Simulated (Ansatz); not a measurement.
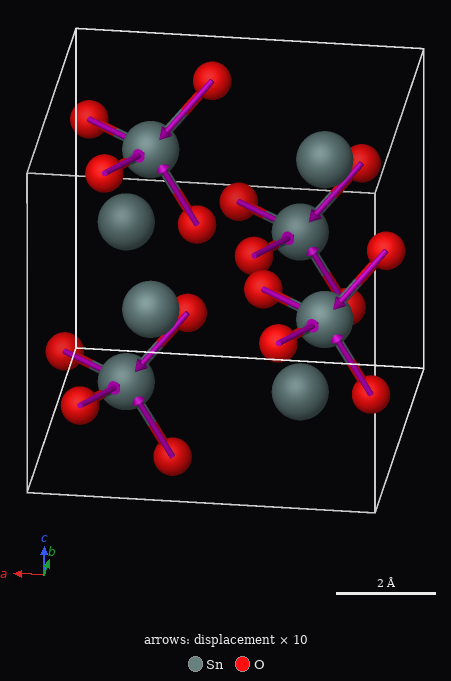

This is a relaxation of a crystal of SnO2 (a generated structure, set up in F-43m) (coarse preliminary run). The starting structure is drawn; purple arrows show the displacements (the part carried along by the change of the cell is left out), 10 times their true length.

The picture is a ball-and-stick view of the conventional cell (4 times the calculation's cell), seen from a free direction. Lengths and directions refer to the drawn axes.

All numbers below come from DFT PBE, scalar-relativistic, plane waves, PAW in Ansatz. Settings: plane-wave cutoff 420 eV; k-point mesh 4 × 4 × 4; occupations gaussian; smearing width 0.1 eV; no spin polarisation; cell and atoms relaxed; force threshold 0.04 eV/Å; at most 70 steps.

Q: Atoms of which element are displaced furthest, and by how much?

A: Oxygen: up to 0.17 Å, against 0.00 Å for tin.

Q: What happened in the run?

A: The largest moves relative to the cell, 0.17 Å, are those of O atoms. Sn stays in place. The volume changes by +33.3 %, with a = b = c 7.149 → 7.868 Å (+10.1 %). Some distances before and after: O–Sn 1.917 → 1.944 Å. The space group stays F-43m (No. 216). The energy falls by 448 meV per atom in 6 accepted moves (8 points after the start). The largest force component goes from 2.4 to 0.003 eV/Å. Pressure: 25.36 GPa at the start and 0.02 GPa at the end. At 2 points the geometry stayed and the basis and grid were re-selected for the new cell (energy shift of 43.2 meV per atom at most each time). Cost: 27 s on 1 thread of Arm Neoverse V1 (shared host), peak memory 0.34 GiB.

Limits of the set-up: layers or molecules are held without a dispersion correction, so their spacing is unreliable.
